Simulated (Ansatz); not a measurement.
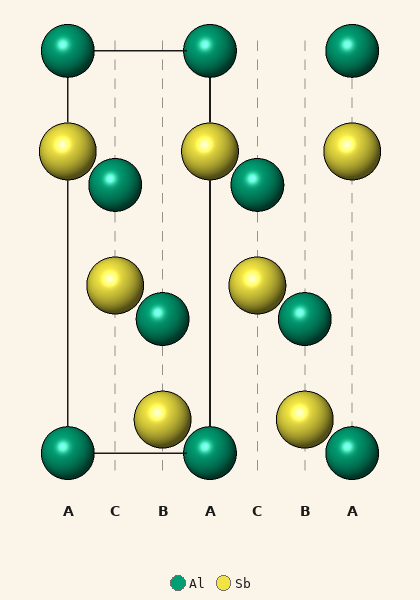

Projection along an edge of the hexagonal mesh, stacking direction [111] upwards. The dashed lines mark the three columns A (0, 0), B (1/3, 2/3) and C (2/3, 1/3). The box is the hexagonal cell of the face-centred cubic lattice. The sequence starts with the first layer at or above the cell's origin.

System AlSb (space group F-43m, No. 216); source of the atomic positions: the end point of a relaxation with DFT, PBEsol, PAW with Ansatz's default frozen-core files, scalar-relativistic in Ansatz.

Question: Give the sequence of layers in one repeat, with element and column.

Answer: Al(A) – Sb(B) – Al(B) – Sb(C) – Al(C) – Sb(A) (six layers in 10.66 Å).

Question: How are the Sb layers alone stacked?

Answer: Sb layers alone: BCA, the cubic close-packed type.

Question: Which positions between or in the Sb layers do the other atoms fill?

Answer: Al: three tetrahedral sites, counted in one hexagonal cell.

Question: What short polytype symbol fits?

Answer: Polytype symbol 3C, the symbol of a tetrahedral polytype (number of double layers in the repeat and lattice).

Heights of the layers:

| layer | atoms (column) | height (Å) | to next (Å) |
| --- | --- | --- | --- |
| 1 | Al(A) | 0.00 | 0.89 |
| 2 | Sb(B) | 0.89 | 2.67 |
| 3 | Al(B) | 3.55 | 0.89 |
| 4 | Sb(C) | 4.44 | 2.67 |
| 5 | Al(C) | 7.11 | 0.89 |
| 6 | Sb(A) | 8.00 | 2.67 |
